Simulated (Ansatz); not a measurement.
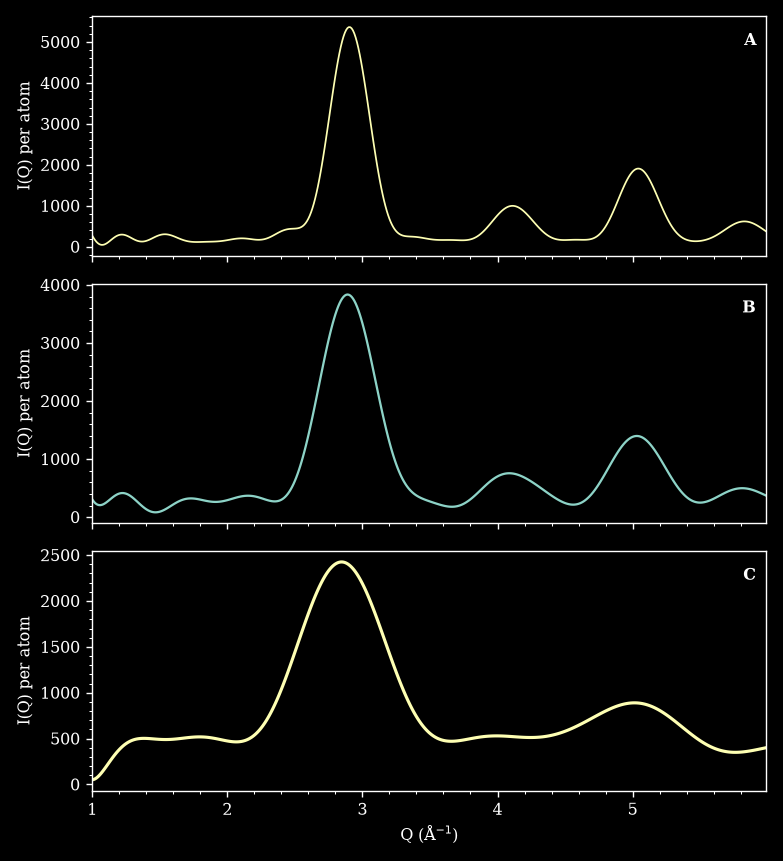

X-ray scattering of spheres cut from the crystal structure of Rh (Im-3m, a = 3.046 Å, b = 3.046 Å, c = 3.046 Å, α = 90.00°, β = 90.00°, γ = 90.00°), calculated atom by atom with the Debye equation (B = 0.5 Å², no relaxation of the surface). Structure used: the input geometry of an electronic-structure calculation (not necessarily at equilibrium); the starting structure was generated, so it need not be a known form of this composition.

**The spheres are 10, 14 and 20 Å across. Which curve is which?**

curve A: 20 Å (307 atoms); curve B: 14 Å (113 atoms); curve C: 10 Å (27 atoms). Peak widths go roughly as 2π/D, so the largest sphere has the sharpest peaks.

**Index the main peaks of the largest sphere.**

Q ≈ 2.90 Å⁻¹: 110; Q ≈ 4.11 Å⁻¹: 200; Q ≈ 5.04 Å⁻¹: 211.
